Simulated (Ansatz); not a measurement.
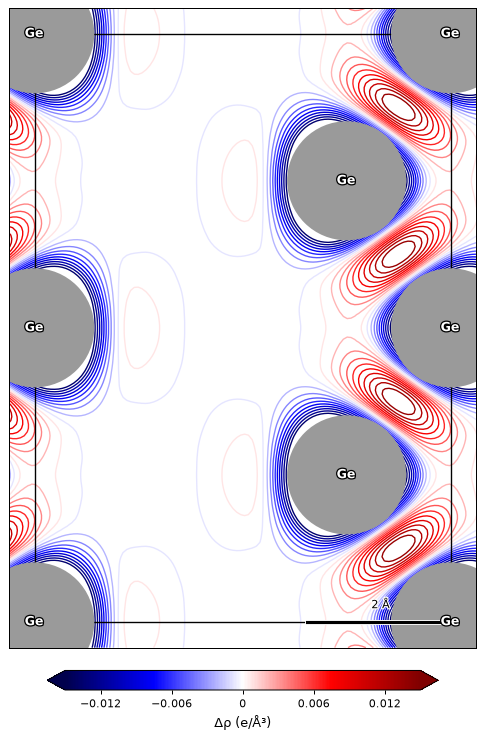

Ge: difference of two self-consistent densities at the same geometry, ρ(HSE06) − ρ(PBEsol), on the (011) plane of the conventional cell. Grey discs cover the cores, where the PAW densities can't be compared. Cores are masked to 0.8 Å (Ge).

Space group Fd-3m.

Both runs: Ansatz, scalar-relativistic, plane waves and PAW, same cutoff, k-points and PAW files (made with PBE).

Question: How does the change of level move the electrons?

Answer: Against PBEsol, and outside the masked cores, the largest gain, 0.015 e/Å³, lies 1.2 Å from a germanium nucleus, and the largest loss lies at the edge of the masked core of Ge. At this volume the pressure is 1 GPa with PBEsol and roughly 1 GPa with HSE06. The gap on the mesh is closed with PBEsol and 0.79 eV with HSE06.

Run times: 110 s (HSE06) and 11 s (base cell), on 2 threads of AMD EPYC 7R43 64-Core Processor (Zen 3), on a shared host.
